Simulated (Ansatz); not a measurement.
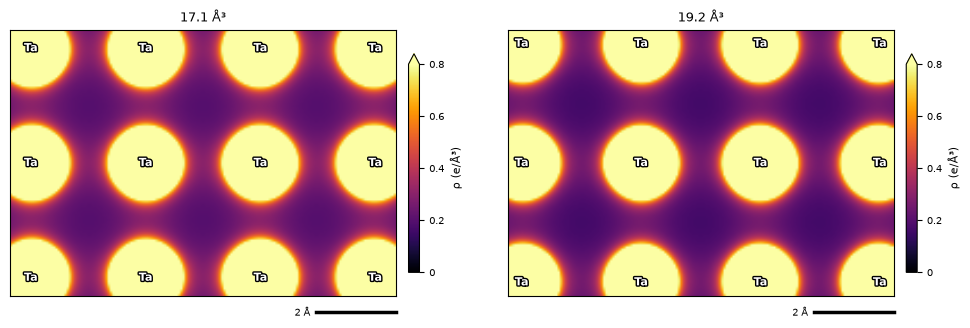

Ta. The valence electron density of cells scaled evenly to different volumes (given per atom above each panel), on the (101) plane of each (indices in the axes of the cell below), at one length scale and on one colour scale.

A generated structure, not necessarily the stable one; computed without spin polarisation.

Method: DFT, LDA (PW92), plane waves (420 eV) with PAW, scalar-relativistic (Ansatz 0.2.0).

The density is the valence pseudo-density of a PAW calculation; it isn't the true density close to the nuclei.

The largest cell:

```
Ta
1.0
     0.00000    2.12452    2.12452
     2.12452    0.00000    2.12452
     2.12452    2.12452    0.00000
Ta
1
Cartesian
  0.0000 0.0000 0.0000
```

| volume (Å³/atom) | Ta–Ta contact in the plane (Å) | ρ at its midpoint (e/Å³) | 
| --- | --- | --- |
| 17.05 | 2.889 | 0.302 | 
| 17.76 | 2.928 | ? | 
| 19.18 | 3.005 | 0.258 | 

### What values belong in the row with question marks?

Over the known rows ln ρ falls by 1.36 per Å of Ta–Ta distance (the line through the two), which gives 0.286 e/Å³ at 2.928 Å; the calculation gives 0.286 e/Å³.
